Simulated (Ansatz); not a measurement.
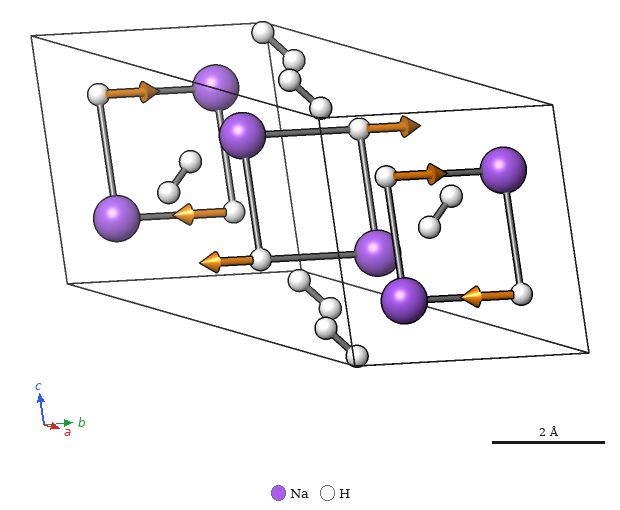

One vibrational mode of solid NaH3 (a generated structure) at the zone centre. Displacements are drawn as orange arrows; their common scale and sign are arbitrary. The picture is a ball-and-stick view of the conventional cell (2 times the calculation's cell), seen slightly off an axis. Lengths and directions refer to the drawn axes.

The calculation used DFT PBE, scalar-relativistic, plane waves, PAW (Ansatz 0.2.0). Settings: plane-wave cutoff 420 eV; k-point mesh 6 × 6 × 6; occupations fixed; no spin polarisation.

Frequencies are those without the non-analytic (LO–TO) term.

Q: What mode is this, and where does it lie in the spectrum?

A: This is a doubly degenerate mode (one member of the set is drawn) at 908 cm⁻¹, optical level 16 of 17, counted from below (1 lower level is imaginary, so the structure is unstable). The Na and H (8f) atoms hardly move; all motion is along b; atoms of one kind move against one another, with no net shift of their sublattice.
